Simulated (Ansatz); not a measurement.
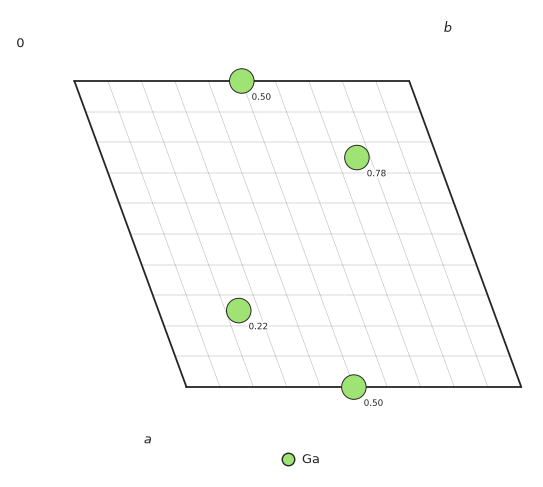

Plan of a unit cell projected along c (a down the page, b across); the numbers are heights as fractions of c, and atoms on the cell's edges are repeated. The grid marks tenths of a and b. Source: coordinates from a relaxation with Ansatz 0.2.0, DFT PBE, scalar-relativistic, plane waves, PAW; the starting structure was generated, so it need not be a known form of this composition. All values are computed from the atomic coordinates in the standard setting (tolerance 0.002 Å).

a = 4.210 Å, b = 4.279 Å, c = 4.363 Å, α = 66.69°, β = 65.33°, γ = 63.12°.

Question: What does the cell contain?

Answer: 3 Ga: Ga, Z = 3.

Question: Give the fractional coordinates of all atoms, to two places.

Answer:
```
atom     x     y     z
  Ga  0.00  0.50  0.50
  Ga  0.75  0.24  0.22
  Ga  0.25  0.76  0.78
```
